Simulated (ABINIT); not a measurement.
# Run report: GaN, single-point calculation

System: GaN (4 atoms in the cell).
Method: Kohn-Sham DFT of a periodic cell, PBE, PseudoDojo NC SR PBE v0.4 stringent, no spin polarisation (ABINIT 10.8.3).

The structure derives from an entry of the Crystallography Open Database.

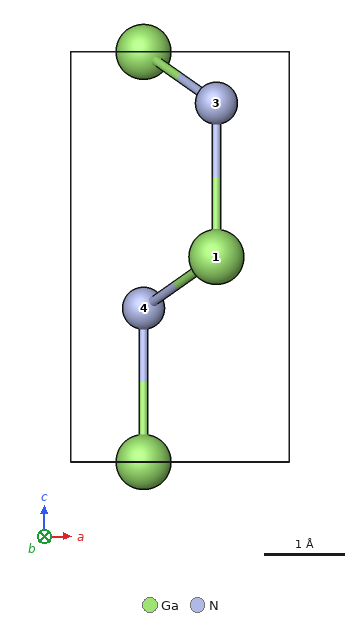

Fig. 1: The input geometry (ball-and-stick view of the cell of the calculation, along the b axis; atoms are numbered from 1 in the order of the input). An atom can appear more than once, as a periodic image. Near neighbours in the periodic cell (some may lie outside the picture): Ga has 4 N at 1.94 to 1.95 Å; N has 4 Ga at 1.94 to 1.95 Å.

## Key numbers

| quantity | value |
| --- | --- |
| outcome | converged |
| space group (tolerance 0.01 Å) | P6₃mc (186) |
| electrons treated | 52 |
| free energy | −14081.1751 eV |
| Fermi energy | 8.067 eV |
| gap on the k-point mesh | 2.00 eV |
| pressure | 6.87 GPa |
| largest force (length of the vector) | 0.137 eV/Å |
| hardware | 1 thread of Arm Neoverse V2, 24 GiB of memory available, shared host |
| wall time | 5.5 min |
| peak memory | 0.22 GiB |

## Remarks

The cell is under a pressure of 6.9 GPa at this level, so it is not at its equilibrium volume.

## Input
```
pp_dirpath "./"
pseudos "Ga.upf, N.upf"

acell 3*1.0
rprim
     6.0093290763     0.0000000000     0.0000000000
    -3.0046645382     5.2042316397     0.0000000000
     0.0000000000     0.0000000000     9.7623251598
ntypat 2
znucl 31 7
natom 4
typat 1 1 2 2
xred
     0.6666666667     0.3333333333     0.5000000000
     0.3333333333     0.6666666667     0.0000000000
     0.6666666667     0.3333333333     0.8750000000
     0.3333333333     0.6666666667     0.3750000000

ecut 57.0

kptopt 1
ngkpt 10 10 5
nshiftk 1
shiftk 0.0 0.0 0.0

ixc 11

nband 32
occopt 3
tsmear 0.05 eV

nstep 100
tolvrs 1.0e-10

iomode 3
prtwf 0
prtden 0
prteig 0
prtebands 0
enunit 2
```

Launch command:
```bash
abinit run.abi > log 2>&1
```

## What the program printed
```
.Version 10.8.3 of ABINIT
 Symmetries : space group P6_3 m c (#186); Bravais hP (primitive hexag.)
================================================================================
 Values of the parameters that define the memory need of the present run
     intxc =       0    ionmov =       0      iscf =       7    lmnmax =       6
     lnmax =       6     mgfft =      72  mpssoang =       3    mqgrid =    3318
     natom =       4  nloc_mem =       1    nspden =       1   nspinor =       1
    nsppol =       1      nsym =      12    n1xccc =    2501    ntypat =       2
    occopt =       3   xclevel =       2
       mpw =        6297          nfft =      145800          nkpt =          42
================================================================================
================================================================================

--------------------------------------------------------------------------------
------------- Echo of variables that govern the present computation ------------
--------------------------------------------------------------------------------
 -outvars: echo values of preprocessed input variables --------
            acell      1.0000000000E+00  1.0000000000E+00  1.0000000000E+00 Bohr
              amu      6.97230000E+01  1.40067400E+01
             ecut      5.70000000E+01 Hartree
           enunit           2
              ixc          11
         kptrlatt       10    0    0      0   10    0      0    0    5
          kptrlen      4.88116258E+01
            natom           4
            nband          32
            ngfft          45      45      72
             nkpt          42
            nstep         100
             nsym          12
           ntypat           2
           occopt           3
           prtden           0
        prtebands           0
           prteig           0
            prtwf           0
            rprim      6.0093290763E+00  0.0000000000E+00  0.0000000000E+00
                      -3.0046645382E+00  5.2042316397E+00  0.0000000000E+00
                       0.0000000000E+00  0.0000000000E+00  9.7623251598E+00
          spgroup         186
           tolvrs      1.00000000E-10
           tsmear      1.83746611E-03 Hartree
            typat      1  1  2  2
           xangst      1.5899999989E+00  9.1798692737E-01  2.5829999982E+00
                      -1.7639790514E-11  1.8359738547E+00  0.0000000000E+00
                       1.5899999989E+00  9.1798692737E-01  4.5202499969E+00
                      -1.7639790514E-11  1.8359738547E+00  1.9372499987E+00
            xcart      3.0046645381E+00  1.7347438799E+00  4.8811625799E+00
                      -3.3334372990E-11  3.4694877598E+00  0.0000000000E+00
                       3.0046645381E+00  1.7347438799E+00  8.5420345148E+00
                      -3.3334372990E-11  3.4694877598E+00  3.6608719349E+00
             xred      6.6666666667E-01  3.3333333333E-01  5.0000000000E-01
                       3.3333333333E-01  6.6666666667E-01  0.0000000000E+00
                       6.6666666667E-01  3.3333333333E-01  8.7500000000E-01
                       3.3333333333E-01  6.6666666667E-01  3.7500000000E-01
            znucl       31.00000    7.00000

================================================================================

 chkinp: Checking input parameters for consistency.

================================================================================
== DATASET  1 ==================================================================

--- !DatasetInfo
iteration_state: {dtset: 1, }
dimensions: {natom: 4, nkpt: 42, mband: 32, nsppol: 1, nspinor: 1, nspden: 1, mpw: 6297, }
cutoff_energies: {ecut:  57.0, pawecutdg:  -1.0, }
electrons: {nelect:   5.20000000E+01, charge:   0.00000000E+00, occopt:   3.00000000E+00, tsmear:   1.83746611E-03, }
meta: {optdriver: 0, ionmov: 0, optcell: 0, iscf: 7, paral_kgb: 0, }
...

 Exchange-correlation functional for the present dataset will be:
  GGA: Perdew-Burke-Ernzerhof functional - ixc=11
  J.P.Perdew, K.Burke, M.Ernzerhof, PRL 77, 3865 (1996)

 Real(R)+Recip(G) space primitive vectors, cartesian coordinates (Bohr,Bohr^-1):
 R(1)=  6.0093291  0.0000000  0.0000000  G(1)=  0.1664079  0.0960757  0.0000000
 R(2)= -3.0046645  5.2042316  0.0000000  G(2)=  0.0000000  0.1921513  0.0000000
 R(3)=  0.0000000  0.0000000  9.7623252  G(3)=  0.0000000  0.0000000  0.1024346
 Unit cell volume ucvol=  3.0530638E+02 bohr^3
 Angles (23,13,12)=  9.00000000E+01  9.00000000E+01  1.20000000E+02 degrees

 getcut: wavevector=  0.0000  0.0000  0.0000  ngfft=  45  45  72
         ecut(hartree)=     57.000   => boxcut(ratio)=   2.15439

--- Pseudopotential description ------------------------------------------------
- pspini: atom type   1  psp file is ./Ga.upf
12 -101130 2 -1 1902                          pspcod,pspxc,lmax,lloc,mmax
     nproj     2     2     2

- pspini: atom type   2  psp file is ./N.upf
12 -101130 1 -1 1058                          pspcod,pspxc,lmax,lloc,mmax
     nproj     2     2     0

   2.81471030E+03                                ecore*ucvol(ha*bohr**3)
--------------------------------------------------------------------------------

================================================================================

--- !BeginCycle
iteration_state: {dtset: 1, }
solver: {iscf: 7, nstep: 100, nline: 4, wfoptalg: 0, }
tolerances: {tolvrs: 1.00E-10, }
...

     iter   Etot(hartree)      deltaE(h)  residm     vres2
 ETOT  1  -514.63946064018    -5.146E+02 6.170E-01 3.957E+03
 ETOT  2  -516.70816540066    -2.069E+00 8.123E-02 6.058E+03
 ETOT  3  -517.45742994458    -7.493E-01 3.981E-02 1.523E+02
 ETOT  4  -517.46451697971    -7.087E-03 3.998E-02 9.714E+01
 ETOT  5  -517.47130996901    -6.793E-03 1.512E-02 1.980E+01
 ETOT  6  -517.47352372214    -2.214E-03 3.572E-03 8.192E-01
 ETOT  7  -517.47361813445    -9.441E-05 1.491E-03 1.685E-01
 ETOT  8  -517.47363778918    -1.965E-05 2.569E-03 1.552E-02
 ETOT  9  -517.47363970648    -1.917E-06 1.170E-03 2.127E-04
 ETOT 10  -517.47363973849    -3.202E-08 2.423E-03 7.996E-07
 ETOT 11  -517.47363973861    -1.213E-10 1.127E-03 1.118E-08
 ETOT 12  -517.47363973865    -3.126E-11 1.203E-03 5.030E-10
 ETOT 13  -517.47363973861     3.604E-11 4.515E-04 5.340E-12

 At SCF step   13       vres2   =  5.34E-12 < tolvrs=  1.00E-10 =>converged.

 Cartesian components of stress tensor (hartree/bohr^3)
  sigma(1 1)= -2.09730322E-04  sigma(3 2)=  0.00000000E+00
  sigma(2 2)= -2.09730321E-04  sigma(3 1)=  0.00000000E+00
  sigma(3 3)= -2.81434142E-04  sigma(2 1)=  2.88100760E-13

--- !ResultsGS
iteration_state: {dtset: 1, }
comment   : Summary of ground state results
lattice_vectors:
- [  6.0093291,   0.0000000,   0.0000000, ]
- [ -3.0046645,   5.2042316,   0.0000000, ]
- [  0.0000000,   0.0000000,   9.7623252, ]
lattice_lengths: [   6.00933,    6.00933,    9.76233, ]
lattice_angles: [ 90.000,  90.000, 120.000, ] # degrees, (23, 13, 12)
lattice_volume:   3.0530638E+02
convergence: {deltae:  3.604E-11, res2:  5.340E-12, residm:  4.515E-04, diffor: null, }
etotal    :  -5.17473640E+02
entropy   :   0.00000000E+00
fermie    :   2.96444722E-01
cartesian_stress_tensor: # hartree/bohr^3
- [ -2.09730322E-04,   2.88100760E-13,   0.00000000E+00, ]
- [  2.88100760E-13,  -2.09730321E-04,   0.00000000E+00, ]
- [  0.00000000E+00,   0.00000000E+00,  -2.81434142E-04, ]
pressure_GPa:   6.8737E+00
xred      :
- [  6.6667E-01,   3.3333E-01,   5.0000E-01, Ga]
- [  3.3333E-01,   6.6667E-01,   0.0000E+00, Ga]
- [  6.6667E-01,   3.3333E-01,   8.7500E-01,  N]
- [  3.3333E-01,   6.6667E-01,   3.7500E-01,  N]
cartesian_forces: # hartree/bohr
- [  3.58462010E-28,  -4.13916276E-28,  -2.66818562E-03, ]
- [ -3.58462010E-28,  -3.44392079E-39,  -2.66818562E-03, ]
- [  3.58462010E-28,   4.13916276E-28,   2.66818562E-03, ]
- [ -3.58462010E-28,  -3.44392079E-39,   2.66818562E-03, ]
force_length_stats: {min:   2.66818562E-03, max:   2.66818562E-03, mean:   2.66818562E-03, }
...

 Integrated electronic density in atomic spheres:
 ------------------------------------------------
 Atom  Sphere_radius  Integrated_density
    1        2.00000         18.90217852
    2        2.00000         18.90217852
    3        2.00000          5.28092401
    4        2.00000          5.28092401
================================================================================

 ----iterations are completed or convergence reached----

 Mean square residual over all n,k,spin=   95.641E-08; max=  45.148E-05
 reduced coordinates (array xred) for    4 atoms
       0.666666666667      0.333333333333      0.500000000000
       0.333333333333      0.666666666667      0.000000000000
       0.666666666667      0.333333333333      0.875000000000
       0.333333333333      0.666666666667      0.375000000000
 rms dE/dt=  1.5039E-02; max dE/dt=  2.6012E-02; dE/dt below (all hartree)
    1      -0.000000000000      0.000000000000      0.026011899965
    2       0.000000000000      0.000000000000      0.026011899965
    3      -0.000000000000      0.000000000000     -0.026083491193
    4       0.000000000000      0.000000000000     -0.026083491193

 cartesian coordinates (angstrom) at end:
    1      1.58999999890987     0.91798692737376     2.58299999824324
    2     -0.00000000001764     1.83597385474752     0.00000000000000
    3      1.58999999890987     0.91798692737376     4.52024999692566
    4     -0.00000000001764     1.83597385474752     1.93724999868243

 cartesian forces (hartree/bohr) at end:
    1      0.00000000000000    -0.00000000000000    -0.00266818561688
    2     -0.00000000000000    -0.00000000000000    -0.00266818561688
    3      0.00000000000000     0.00000000000000     0.00266818561688
    4     -0.00000000000000    -0.00000000000000     0.00266818561688
 frms,max,avg= 1.5404777E-03 2.6681856E-03   0.000E+00  0.000E+00  3.667E-06 h/b

 cartesian forces (eV/Angstrom) at end:
    1      0.00000000000000    -0.00000000000000    -0.13720362092346
    2     -0.00000000000000    -0.00000000000000    -0.13720362092346
    3      0.00000000000000     0.00000000000000     0.13720362092346
    4     -0.00000000000000    -0.00000000000000     0.13720362092346
 frms,max,avg= 7.9214547E-02 1.3720362E-01   0.000E+00  0.000E+00  1.885E-04 e/A
 length scales=  1.000000000000  1.000000000000  1.000000000000 bohr
              =  0.529177210544  0.529177210544  0.529177210544 angstroms
 Fermi (or HOMO) energy (hartree) =   0.29644   Average Vxc (hartree)=  -0.43333
 Eigenvalues (hartree) for nkpt=  42  k points:
 kpt#   1, nband= 32, wtk=  0.00200, kpt=  0.0000  0.0000  0.0000 (reduced coord)
  -4.96315   -4.96314   -3.15312   -3.15312   -3.15311   -3.15311   -3.15311   -3.15306
  -0.33114   -0.29737   -0.23895   -0.23818   -0.23818   -0.23587   -0.23587   -0.22902
  -0.22902   -0.22528   -0.22528   -0.17804   -0.00357    0.21944    0.21944    0.25610
   0.25830    0.25830    0.33189    0.41779    0.59857    0.62499    0.62499    0.65917
      occupation numbers for kpt#   1
   2.00000    2.00000    2.00000    2.00000    2.00000    2.00000    2.00000    2.00000
   2.00000    2.00000    2.00000    2.00000    2.00000    2.00000    2.00000    2.00000
   2.00000    2.00000    2.00000    2.00000    2.00000    2.00000    2.00000    2.00000
   2.00000    2.00000    0.00000    0.00000    0.00000    0.00000    0.00000    0.00000
 prteigrs : prtvol=0 or 1, do not print more k-points.

 Fermi (or HOMO) energy (eV) =   8.06667   Average Vxc (eV)= -11.79138
 Eigenvalues (   eV  ) for nkpt=  42  k points:
 kpt#   1, nband= 32, wtk=  0.00200, kpt=  0.0000  0.0000  0.0000 (reduced coord)
-135.05407 -135.05398  -85.80079  -85.80079  -85.80060  -85.80050  -85.80050  -85.79903
  -9.01084   -8.09183   -6.50218   -6.48129   -6.48129   -6.41839   -6.41839   -6.23203
  -6.23203   -6.13020   -6.13020   -4.84466   -0.09716    5.97120    5.97120    6.96886
   7.02874    7.02874    9.03106   11.36875   16.28786   17.00689   17.00689   17.93700
 prteigrs : prtvol=0 or 1, do not print more k-points.

--- !EnergyTerms
iteration_state     : {dtset: 1, }
comment             : Components of total free energy in Hartree
kinetic             :  2.55695137556855E+02
hartree             :  2.00426997867221E+02
xc                  : -5.79718824328977E+01
Ewald energy        : -2.71479429486993E+02
psp_core            :  9.21929744672178E+00
local_psp           : -5.32482787623263E+02
non_local_psp       : -1.20880973066252E+02
internal            : -5.17473639738608E+02
'-kT*entropy'       : -1.31857330865384E-12
total_energy        : -5.17473639738609E+02
total_energy_eV     : -1.40811750830409E+04
band_energy         : -6.16335621764655E+01
...

 Cartesian components of stress tensor (hartree/bohr^3)
  sigma(1 1)= -2.09730322E-04  sigma(3 2)=  0.00000000E+00
  sigma(2 2)= -2.09730321E-04  sigma(3 1)=  0.00000000E+00
  sigma(3 3)= -2.81434142E-04  sigma(2 1)=  2.88100760E-13

-Cartesian components of stress tensor (GPa)         [Pressure=  6.8737E+00 GPa]
- sigma(1 1)= -6.17047911E+00  sigma(3 2)=  0.00000000E+00
- sigma(2 2)= -6.17047909E+00  sigma(3 1)=  0.00000000E+00
- sigma(3 3)= -8.28007833E+00  sigma(2 1)=  8.47621700E-09

== END DATASET(S) ==============================================================
================================================================================

 -outvars: echo values of variables after computation  --------
            acell      1.0000000000E+00  1.0000000000E+00  1.0000000000E+00 Bohr
           etotal     -5.1747363974E+02
            fcart      3.5846200985E-28 -4.1391627576E-28 -2.6681856169E-03
                      -3.5846200985E-28 -3.4439207890E-39 -2.6681856169E-03
                       3.5846200985E-28  4.1391627577E-28  2.6681856169E-03
                      -3.5846200985E-28 -3.4439207890E-39  2.6681856169E-03
            rprim      6.0093290763E+00  0.0000000000E+00  0.0000000000E+00
                      -3.0046645382E+00  5.2042316397E+00  0.0000000000E+00
                       0.0000000000E+00  0.0000000000E+00  9.7623251598E+00
           strten     -2.0973032218E-04 -2.0973032130E-04 -2.8143414225E-04
                       0.0000000000E+00  0.0000000000E+00  2.8810075994E-13
           xangst      1.5899999989E+00  9.1798692737E-01  2.5829999982E+00
                      -1.7639790514E-11  1.8359738547E+00  0.0000000000E+00
                       1.5899999989E+00  9.1798692737E-01  4.5202499969E+00
                      -1.7639790514E-11  1.8359738547E+00  1.9372499987E+00
             xred      6.6666666667E-01  3.3333333333E-01  5.0000000000E-01
                       3.3333333333E-01  6.6666666667E-01  0.0000000000E+00
                       6.6666666667E-01  3.3333333333E-01  8.7500000000E-01
                       3.3333333333E-01  6.6666666667E-01  3.7500000000E-01
 Calculation completed.
```

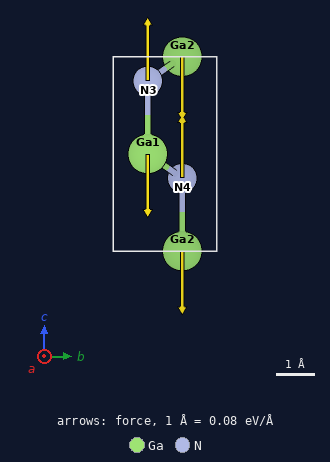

Fig. 2: Forces on the atoms as yellow arrows (ball-and-stick view of the cell of the calculation, along the a axis; atoms are numbered from 1 in the order of the input). The largest act on Ga1, Ga2 (0.14 eV/Å); N3, N4 (0.14 eV/Å). The geometry is not a stationary point of this energy.
